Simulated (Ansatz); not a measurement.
## Hf5S9 (charge +2): geometry relaxation (part 3 of 3)

Continued. System: Hf5S9 (defect cell, 28 atoms in the cell, total charge +2). Method: DFT PBE+D3(BJ), scalar-relativistic, plane waves, PAW, no spin polarisation (Ansatz 0.2.0); cutoff 420 eV, 2×2×2 k-mesh, Gaussian smearing of 0.01 eV. The structure derives from a Materials Project entry. It belongs to a series of runs on one base structure; here: Hf interstitial, charge +2, atoms relaxed at the host's cell.

Output, continued:
```
--- Relaxed structure (5 steps of the walk, 5 accepted, 0 SCFs on fresh bases) ---
  F+E_penalty+E_count = -173525.59937668 eV   max|allowed force component| = 1.021e-2 eV/Å
  atoms:
    - { symbol: Hf, position: [-0.009509593443455866, 0.31286059239155184, 0.6569154899363072] }
    - { symbol: Hf, position: [0.35408068927271275, 0.0225024914039601, 0.6674178832654576] }
    - { symbol: Hf, position: [-0.009561282828471573, 0.6587651761997532, 0.31092898577071126] }
    - { symbol: Hf, position: [0.6443517499552093, 0.658844308936723, 0.6569320205060921] }
    - { symbol: Hf, position: [0.33612348580128404, 0.3244618225610775, 0.32261244378473763] }
    - { symbol: Hf, position: [0.0008830611276469114, 0.022462306056049652, 1.0205558641552084] }
    - { symbol: Hf, position: [0.6560179196307141, 0.004565448865268773, 0.3225240286167969] }
    - { symbol: Hf, position: [0.35411954430861353, 0.6693262877818518, 1.0206064323196768] }
    - { symbol: Hf, position: [0.6560930502795764, 0.3244178160930201, 1.0026075897361473] }
    - { symbol: S, position: [0.8511594007789769, 0.20703783048725363, 0.20516280865464756] }
    - { symbol: S, position: [0.19102530939717904, 0.8593752328992006, 0.20967920610954707] }
    - { symbol: S, position: [0.8530286611994788, 0.5214696926575934, 0.8628304416107554] }
    - { symbol: S, position: [0.5386760551460986, 0.5194560299026638, 0.20514769708534375] }
    - { symbol: S, position: [0.19108851645891764, 0.2115336702947891, 0.8575615448744137] }
    - { symbol: S, position: [0.8530941878228043, 0.8646032633734221, 0.5196110480561652] }
    - { symbol: S, position: [0.5431754943622438, 0.8594277107109233, 0.8575412167376243] }
    - { symbol: S, position: [0.19637186002727172, 0.5214487573136057, 0.5195354610790403] }
    - { symbol: S, position: [0.5387128155283694, 0.2070571086642462, 0.5176057569515861] }
    - { symbol: S, position: [0.1462867313274676, 0.12720584529791676, 0.47150205820133817] }
    - { symbol: S, position: [0.4589808760037071, 0.8146304657895271, 0.471369733498903] }
    - { symbol: S, position: [0.14630342160288326, 0.4733102420056583, 0.12538898813123964] }
    - { symbol: S, position: [0.7988577849378302, 0.46720655296890884, 0.4654013504843044] }
    - { symbol: S, position: [0.46137655654634113, 0.12969834780485162, 0.12789729492195917] }
    - { symbol: S, position: [0.1603067830094404, 0.8286412864347489, 0.8267752866016813] }
    - { symbol: S, position: [0.804931682283283, 0.8146206909549041, 0.1254677570150905] }
    - { symbol: S, position: [0.4589529249574427, 0.47327666803366736, 0.8128021692266738] }
    - { symbol: S, position: [0.8050188217430012, 0.12723018532263852, 0.8127538767057544] }
    - { symbol: Hf, position: [1.0247520871634355, 0.6929903463942273, 0.6912454495627989] }
```

Trajectory as extended XYZ (Å, eV, eV/Å), 5 frames, from step=1 to step=5:
```
28
Lattice="0.0000 6.2455 -5.7704 5.4088 -3.1228 -5.7704 -5.4088 -3.1228 -5.7704" Properties=species:S:1:pos:R:3:forces:R:3 step=1 energy=-173525.52571
Hf   -1.8611   -3.0891   -5.5886   -0.1923   0.0945   0.2425
Hf   -3.4812    0.0625   -5.9918   -0.1458  -0.0832  -0.0723
Hf    1.8779   -3.0890   -5.5881    0.2225   0.2122   0.3869
Hf    0.0081   -0.0817  -11.3593   -0.0328  -0.2693   0.3677
Hf    0.0081    0.0648   -5.6779    0.0244   0.1038   0.1992
Hf   -5.4005   -3.2621   -5.9924   -0.0128   0.0296  -0.1773
Hf   -1.7348    3.0833   -5.6781    0.0969  -0.0545   0.1592
Hf   -1.9112   -3.0602  -11.7630    0.0954  -0.0893  -0.0308
Hf   -3.6577   -0.0394  -11.4486   -0.0729  -0.0650   0.1796
S     0.0079    4.0371   -7.2891   -0.0069  -0.1070   0.0366
S     3.5363   -2.1316   -7.2686   -0.0087  -0.0207  -0.0033
S    -1.8408    0.9820  -12.9208    0.1538   0.2512  -0.1813
S     1.7053    1.0972   -7.2888   -0.0238   0.0257   0.0183
S    -3.5199   -2.1314   -7.2685    0.0477  -0.0345   0.0104
S     1.8697    1.0216  -12.9278    0.5043  -0.3936   0.1913
S     0.0084   -1.9969  -13.0390    0.0362  -0.0050   0.0359
S     0.0147   -1.9958   -7.1423   -0.0438  -0.0772  -0.1018
S    -1.6895    1.0970   -7.2889    0.0061   0.0527   0.0440
S    -1.8638   -0.9700   -4.2849    0.0994  -0.0573  -0.0900
S     1.8420   -1.1430  -10.0554    0.0241   0.0998  -0.1477
S     1.8799   -0.9698   -4.2850   -0.0779  -0.0214  -0.0885
S     0.0082    2.0769  -10.0220   -0.0013   0.0090  -0.0567
S     0.0082    2.0773   -4.1667   -0.0083   0.0829  -0.1301
S     0.0048   -4.2045  -10.4597    0.0197   0.2668   0.1901
S     3.7141    2.0987  -10.0554   -0.0902  -0.0956  -0.1219
S    -1.8259   -1.1430  -10.0556    0.0043   0.1057  -0.1303
S    -3.6977    2.0989  -10.0556    0.1256  -0.0986  -0.1142
Hf    0.0458    2.0924  -13.8713   -0.7433   0.1387  -0.6144
28
Lattice="0.0000 6.2455 -5.7704 5.4088 -3.1228 -5.7704 -5.4088 -3.1228 -5.7704" Properties=species:S:1:pos:R:3:forces:R:3 step=2 energy=-173525.55864
Hf   -1.8824   -3.0717   -5.5511    0.2413  -0.1434   0.0149
Hf   -3.4811    0.0456   -6.0165    0.0504   0.0789  -0.0600
Hf    1.9073   -3.0553   -5.5336   -0.2323  -0.2410  -0.0739
Hf   -0.0125   -0.1148  -11.3103    0.1558   0.2405  -0.0432
Hf    0.0151    0.0811   -5.6608   -0.0430  -0.0056  -0.1594
Hf   -5.3944   -3.2583   -6.0253    0.0095  -0.0994  -0.0439
Hf   -1.7160    3.0706   -5.6672   -0.0535   0.0014  -0.1445
Hf   -1.9157   -3.0667  -11.7805   -0.0075   0.0508  -0.1390
Hf   -3.6588   -0.0514  -11.4448   -0.0180   0.0226  -0.1629
S     0.0126    4.0104   -7.2873   -0.0152   0.1293  -0.0128
S     3.5266   -2.1390   -7.2787   -0.0557  -0.0253   0.0682
S    -1.8441    1.0229  -12.9207    0.0413  -0.0997   0.0234
S     1.6962    1.1003   -7.2930    0.0417  -0.0412   0.0079
S    -3.4960   -2.1492   -7.2874   -0.0476   0.0326   0.0788
S     1.8574    1.0073  -12.9010   -0.1191   0.0904  -0.0418
S     0.0108   -1.9958  -13.0318   -0.0484   0.0820  -0.0357
S     0.0027   -2.0094   -7.1356    0.0858  -0.0401   0.0187
S    -1.6792    1.1016   -7.2826   -0.0031  -0.0365  -0.0251
S    -1.8509   -0.9506   -4.2864   -0.1003  -0.0580   0.0276
S     1.8621   -1.1554  -10.0792   -0.1237   0.0302   0.0834
S     1.8780   -0.9317   -4.2695    0.0400  -0.1661  -0.0623
S     0.0090    2.0815  -10.0259    0.0042  -0.0084   0.0120
S     0.0178    2.0938   -4.1594   -0.0410  -0.0428   0.1549
S     0.0010   -4.1698  -10.4889    0.0629  -0.0896   0.0258
S     3.7372    2.0771  -10.0701   -0.0511   0.1665   0.0332
S    -1.8570   -1.1603  -10.0544    0.1342   0.0642  -0.0137
S    -3.7034    2.0720  -10.0717   -0.0251   0.1716   0.0585
Hf    0.0133    2.0974  -13.9196    0.1168  -0.0644   0.4139
28
Lattice="0.0000 6.2455 -5.7704 5.4088 -3.1228 -5.7704 -5.4088 -3.1228 -5.7704" Properties=species:S:1:pos:R:3:forces:R:3 step=3 energy=-173525.59680
Hf   -1.8580   -3.0875   -5.5374   -0.0340   0.0030   0.0232
Hf   -3.4887    0.0573   -6.0220    0.0214  -0.0136   0.0216
Hf    1.8784   -3.0888   -5.5435    0.0399   0.0167   0.0252
Hf    0.0121   -0.0846  -11.3108   -0.0194   0.0014   0.0027
Hf    0.0108    0.0791   -5.6744    0.0020  -0.0090   0.0301
Hf   -5.3943   -3.2493   -6.0281   -0.0221  -0.0252   0.0259
Hf   -1.7187    3.0733   -5.6747   -0.0173   0.0514  -0.0199
Hf   -1.8961   -3.0660  -11.8031   -0.0249  -0.0096   0.0115
Hf   -3.6738   -0.0498  -11.4395    0.0224   0.0261   0.0024
S     0.0145    4.0289   -7.2926   -0.0264  -0.0059   0.0202
S     3.5202   -2.1461   -7.2747   -0.0399  -0.0030  -0.0007
S    -1.8483    1.0053  -12.8992   -0.0227  -0.0211  -0.0373
S     1.6992    1.1041   -7.2909    0.0062  -0.0173   0.0021
S    -3.4928   -2.1418   -7.2703    0.0257  -0.0125  -0.0159
S     1.8579    1.0096  -12.9079    0.0438  -0.0286  -0.0260
S     0.0162   -1.9734  -13.0460   -0.0181   0.0414   0.0118
S     0.0094   -2.0272   -7.1352   -0.0022   0.0394  -0.0285
S    -1.6789    1.1006   -7.2900   -0.0171  -0.0041  -0.0012
S    -1.8597   -0.9550   -4.2967   -0.0064   0.0046  -0.0044
S     1.8574   -1.1474  -10.0696    0.0030  -0.0096   0.0109
S     1.8856   -0.9539   -4.3039   -0.0046  -0.0104   0.0033
S     0.0099    2.0764   -9.9860    0.0157  -0.0059  -0.0245
S     0.0024    2.0790   -4.1413    0.0301  -0.0248  -0.0645
S     0.0081   -4.1684  -10.4729    0.0138   0.0034  -0.0748
S     3.7289    2.0920  -10.0763   -0.0101   0.0057   0.0178
S    -1.8365   -1.1526  -10.0765    0.0078  -0.0021   0.0421
S    -3.7090    2.0910  -10.0700    0.0075   0.0148   0.0092
Hf   -0.0008    2.0774  -13.9000    0.0257  -0.0050   0.0391
28
Lattice="0.0000 6.2455 -5.7704 5.4088 -3.1228 -5.7704 -5.4088 -3.1228 -5.7704" Properties=species:S:1:pos:R:3:forces:R:3 step=4 energy=-173525.59855
Hf   -1.8626   -3.0873   -5.5462   -0.0004  -0.0022   0.0080
Hf   -3.4888    0.0545   -6.0233    0.0001   0.0209  -0.0085
Hf    1.8841   -3.0861   -5.5386   -0.0201  -0.0141  -0.0244
Hf    0.0089   -0.0855  -11.3134    0.0145  -0.0055  -0.0044
Hf    0.0107    0.0760   -5.6731   -0.0161   0.0482   0.0032
Hf   -5.4012   -3.2528   -6.0201    0.0217   0.0113  -0.0111
Hf   -1.7210    3.0784   -5.6736    0.0186  -0.0423   0.0083
Hf   -1.9026   -3.0669  -11.7888    0.0223   0.0124  -0.0152
Hf   -3.6635   -0.0442  -11.4471   -0.0417  -0.0194   0.0103
S     0.0088    4.0285   -7.2893    0.0107   0.0114  -0.0115
S     3.5149   -2.1437   -7.2706   -0.0063  -0.0063   0.0077
S    -1.8458    1.0050  -12.9158    0.0114   0.0063   0.0057
S     1.7001    1.0995   -7.2885    0.0085   0.0025  -0.0068
S    -3.4979   -2.1454   -7.2735   -0.0011  -0.0045   0.0080
S     1.8699    1.0035  -12.9123   -0.0178   0.0174   0.0114
S     0.0084   -1.9723  -13.0403   -0.0048  -0.0016  -0.0015
S     0.0104   -2.0208   -7.1408    0.0088  -0.0167   0.0025
S    -1.6804    1.1019   -7.2875    0.0021  -0.0080  -0.0138
S    -1.8616   -0.9566   -4.2994   -0.0069  -0.0110   0.0048
S     1.8562   -1.1485  -10.0715   -0.0059  -0.0033   0.0121
S     1.8796   -0.9568   -4.2944    0.0069   0.0025  -0.0014
S     0.0092    2.0769   -9.9968   -0.0032   0.0043   0.0131
S     0.0116    2.0794   -4.1545    0.0042  -0.0054   0.0260
S     0.0100   -4.1690  -10.4746   -0.0024  -0.0026   0.0280
S     3.7259    2.0902  -10.0658    0.0070   0.0096  -0.0016
S    -1.8357   -1.1473  -10.0673   -0.0058  -0.0030  -0.0055
S    -3.7069    2.0919  -10.0698    0.0044   0.0034  -0.0010
Hf    0.0145    2.0799  -13.8969   -0.0086  -0.0044  -0.0425
28
Lattice="0.0000 6.2455 -5.7704 5.4088 -3.1228 -5.7704 -5.4088 -3.1228 -5.7704" Properties=species:S:1:pos:R:3:forces:R:3 step=5 energy=-173525.59938
Hf   -1.8609   -3.0878   -5.5411   -0.0047  -0.0003  -0.0062
Hf   -3.4882    0.0570   -6.0243   -0.0009  -0.0009   0.0020
Hf    1.8814   -3.0878   -5.5403    0.0034   0.0024  -0.0056
Hf    0.0103   -0.0845  -11.3107   -0.0025   0.0001  -0.0060
Hf    0.0100    0.0786   -5.6734    0.0004  -0.0002   0.0005
Hf   -5.3985   -3.2516   -6.0237   -0.0009   0.0034   0.0002
Hf   -1.7198    3.0758   -5.6729   -0.0044   0.0048  -0.0050
Hf   -1.9000   -3.0656  -11.7950    0.0001  -0.0027   0.0022
Hf   -3.6682   -0.0463  -11.4434   -0.0005   0.0011  -0.0030
S     0.0101    4.0287   -7.2901    0.0004  -0.0018   0.0001
S     3.5141   -2.1454   -7.2711   -0.0008  -0.0012  -0.0031
S    -1.8463    1.0048  -12.9103   -0.0008   0.0008   0.0013
S     1.7000    1.1016   -7.2896   -0.0006   0.0004  -0.0019
S    -3.4942   -2.1451   -7.2717    0.0022  -0.0020  -0.0020
S     1.8660    1.0055  -12.9101    0.0004  -0.0002   0.0002
S     0.0102   -1.9693  -13.0419    0.0001   0.0028  -0.0016
S     0.0103   -2.0243   -7.1400   -0.0007  -0.0011   0.0001
S    -1.6797    1.1016   -7.2902   -0.0011  -0.0013   0.0006
S    -1.8622   -0.9560   -4.2989    0.0018   0.0012   0.0016
S     1.8566   -1.1493  -10.0692    0.0002  -0.0028   0.0018
S     1.8818   -0.9559   -4.2990   -0.0013   0.0006   0.0018
S     0.0098    2.0770   -9.9912    0.0009  -0.0001  -0.0019
S     0.0097    2.0771   -4.1487    0.0027  -0.0009  -0.0006
S     0.0101   -4.1683  -10.4774    0.0000   0.0011   0.0102
S     3.7275    2.0916  -10.0694    0.0013  -0.0001   0.0035
S    -1.8364   -1.1497  -10.0695    0.0011  -0.0005   0.0038
S    -3.7079    2.0924  -10.0693    0.0009  -0.0010   0.0026
Hf    0.0094    2.0775  -13.9008    0.0034  -0.0013   0.0045
```

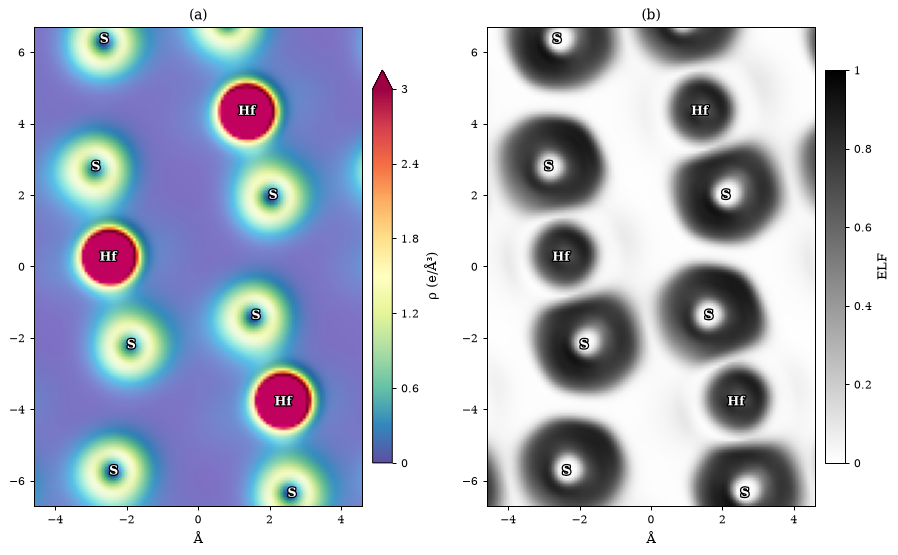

(a) valence electron density; (b) electron localisation function on the (011̄) plane of the calculation cell. Atoms in the plane: Hf and S. Hf–S (2.47 Å): ρ at the midpoint is about 0.53 e/Å³; the ELF is about 0.40 at the midpoint. Hf–S (2.53 Å): ρ at the midpoint is about 0.47 e/Å³; the ELF is about 0.40 at the midpoint. Hf–S (2.53 Å): ρ is about 0.47 e/Å³ halfway; the ELF is about 0.40 at the midpoint. Away from the nuclei the density in this plane falls to 0.01 e/Å³ at its lowest. The strong features right at Hf lie inside the PAW spheres (semicore, d or f shells) and say nothing about bonding. The fields are those of the smooth PAW valence density.

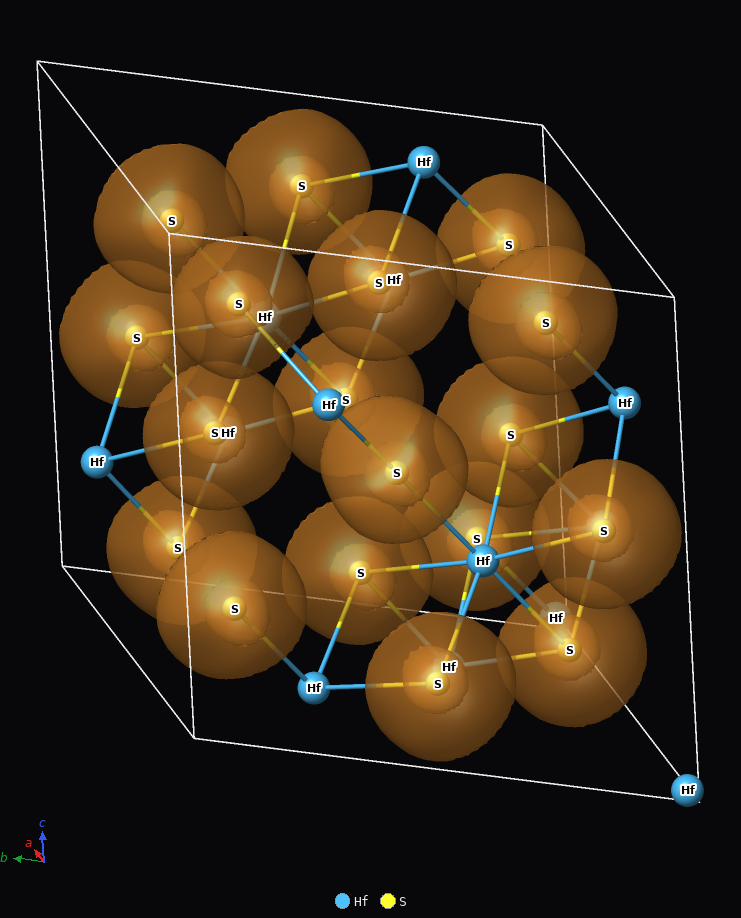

Isosurface of the electron localisation function at 0.7 (orange), seen at an oblique angle. Core shells and regions of very low density are left out. Sticks mark near contacts. The outline is the calculation cell. Along the contacts the grid gives the following. Hf–S (2.35 Å): the ELF is about 0.45 at the midpoint. Hf–S (2.44 Å): the ELF is about 0.40 at the midpoint.

Key numbers:

| quantity | value |
| --- | --- |
| outcome | converged |
| electrons treated | 366 |
| free energy | −173525.5994 eV |
| Fermi energy | 11.433 eV |
| gap on the k-point mesh | 0.03 eV |
| final volume | 584.79 Å³ |
| largest force (length of the vector) at the end | 0.010 eV/Å |
| wall time | 3.1 min (CPU time 12 min) |
| peak memory | 2.5 GiB |

Notes:

The cell is charged and computed with a neutralising background, so its energy and pressure depend on the cell and aren't those of a real crystal. Spin–orbit coupling is left out, which matters for Hf.
